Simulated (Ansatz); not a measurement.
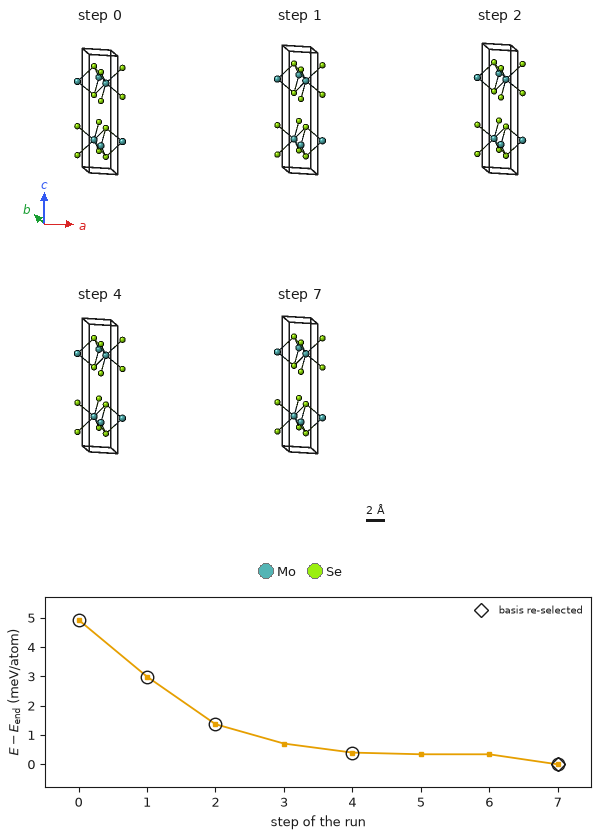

Frames of a relaxation of solid MoSe2 (set up in P6_3/mmc), marked on the history of the run. A ball-and-stick model of the cell of the calculation, seen slightly off an axis.

Computed with DFT PBE, scalar-relativistic, plane waves, PAW in Ansatz 0.2.0. (plane-wave cutoff 420 eV; k-point mesh 12 × 12 × 2; occupations gaussian; smearing width 0.02 eV; no spin polarisation; cell and atoms relaxed; force threshold 0.005 eV/Å; at most 80 steps)

### Describe the path.

After 6 accepted moves (7 points after the start) the energy has fallen by 4.9 meV per atom. The largest force component goes from 0.18 to 0.0012 eV/Å. The pressure goes from 1.22 to 0.01 GPa. At 1 point the geometry stayed and the basis and grid were re-selected for the new cell (energy shift of 0.3 meV per atom at most each time). The largest moves relative to the cell, 0.14 Å, are those of Se atoms. Mo stays in place. The volume changes by +9.4 %, with a = b 3.322 → 3.321 Å (0.0 %), c 13.543 → 14.827 Å (+9.5 %). Some distances before and after: Mo–Se 2.534 → 2.542 Å. The space group stays P6_3/mmc (No. 194). From step 0 to 1: Se atoms move most (0.02 Å), volume +2.3 %, energy −1.9 meV per atom. From step 1 to 2: Se atoms move most (0.04 Å), volume +2.4 %, energy −1.6 meV per atom. From step 2 to 4: Se atoms move most (0.06 Å), volume +2.8 %, energy −1.0 meV per atom. From step 4 to 7: Se atoms move most (0.03 Å), volume +1.5 %, energy −0.4 meV per atom.

```tsv
step	E − E(0), meV/atom	largest force component, eV/Å	pressure, GPa	volume, Å³/atom	note
0	0.00	0.1781	1.22	21.575	
1	-1.94	0.2087	-0.50	22.069	
2	-3.56	0.0446	-0.39	22.607	
3	-4.22	0.0496	0.21	22.907	
4	-4.53	0.0022	0.02	23.243	
5	-4.59	0.0126	0.06	23.559	
6	-4.59	0.0008	0.00	23.602	
7	-4.93	0.0012	0.01	23.602	same geometry, new basis
```

Limits of the set-up: layers or molecules are held without a dispersion correction, so their spacing is unreliable.
